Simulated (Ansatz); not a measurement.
SnO2, space group P4_2/mnm (No. 136), a = 4.827 Å, b = 4.827 Å, c = 3.238 Å, α = 90.00°, β = 90.00°, γ = 90.00°

| site | Wyckoff | x | y | z |
| --- | --- | --- | --- | --- |
| Sn | 2a | 0.0000 | 0.0000 | 0.0000 |
| O | 4f | 0.3066 | 0.3066 | 0.0000 |

Source: coordinates from a relaxation with DFT, PBE, plane waves, PAW (Ansatz).

> Describe the coordination of Sn.

SnO6: a slightly distorted octahedron (coordination number 6, S = 0.68; next best trigonal prism, S = 15.9). Bonds: 6 × Sn–O 2.09 Å. The next neighbour, not counted, lies at 3.24 Å.

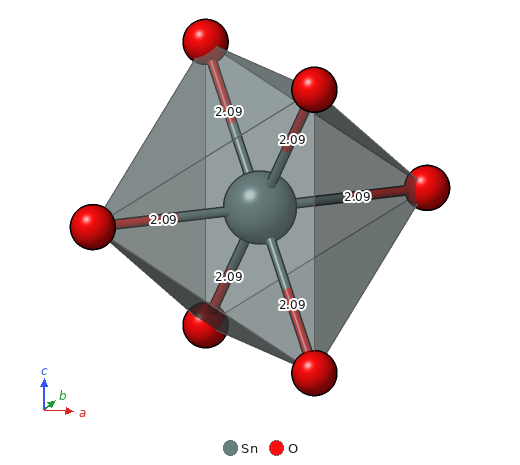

The polyhedron about Sn. Shape measures S are computed against regular polyhedra or, for capped shapes, the nearer of the equal-edge and equal-bond forms.
